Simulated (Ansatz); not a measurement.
Consider AlNi3.

The calculation's input:

```
crystal:
  lattice:
    - [0.0, 2.7460776296, 2.7984078565]
    - [2.8507380834, 0.0, 2.7984078565]
    - [2.8507380834, 2.7460776296, 0.0]
  atoms:
    - { symbol: Al, position: [0.5, 0.5, 0.5] }
    - { symbol: Ni, position: [0.25, 0.25, 0.25] }
    - { symbol: Ni, position: [0.0, 0.0, 0.0] }
    - { symbol: Ni, position: [0.75, 0.75, 0.75] }
basis:
  ecutwfc: 420
kpoints:
  mp_grid: { grid: [14, 14, 14] }
hamiltonian:
  xc: pbesol
scf:
  occupations: { method: gaussian, width: 0.15 }
output:
  forces: true
  stress: true
  eigenvalues: true
  write_density: true
  write_potential: true
  elf: true
  volumetric_format: npy
```

Launched as:

```sh
ansatz run input.yaml --threads 1 --pin off --max-ram 2560MiB --backend cpu --events-out ev --progress --plain --runs-dir out
```

Below, planes, directions and counts refer to the conventional cell (a = 5.49 Å, b = 5.60 Å, c = 5.70 Å, α = 90.00°, β = 90.00°, γ = 90.00°).

Space group Fmmm; a structure from a database of computed crystals, not necessarily the ambient phase; changed on purpose from its base cell (strain +0.0187 x Voigt [1, -1, 0, 0, 0, 0], atoms carried along); computed without spin polarisation.

Method: DFT PBEsol, scalar-relativistic, plane waves, PAW in Ansatz.

**What can the converged valence pseudo-density and electron localisation function tell about the bonding?**

Al–Ni (2.42 Å): ρ is about 0.32 e/Å³ halfway; the ELF is about 0.40 at the midpoint.
Ni–Ni (2.42 Å): ρ is about 0.36 e/Å³ halfway; the ELF is about 0.25 at the midpoint: no localised pair shows between them.

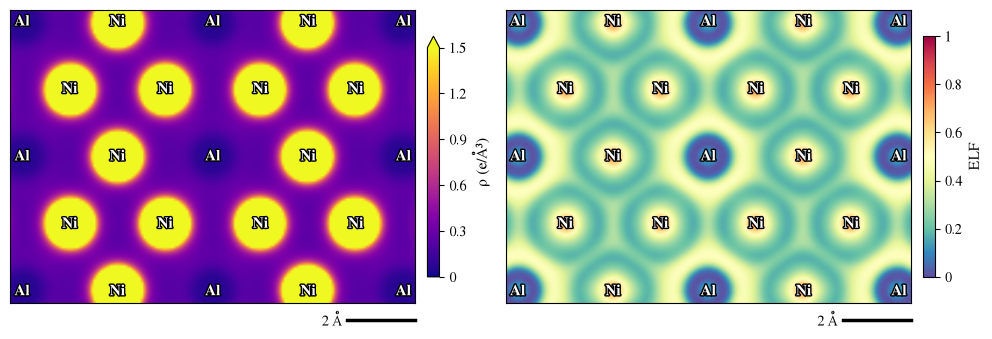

Computed valence pseudo-density and electron localisation function on the (101) plane of the conventional cell, in this order. 

In a PAW calculation such maps are meaningful between the atoms, not at the nuclei.
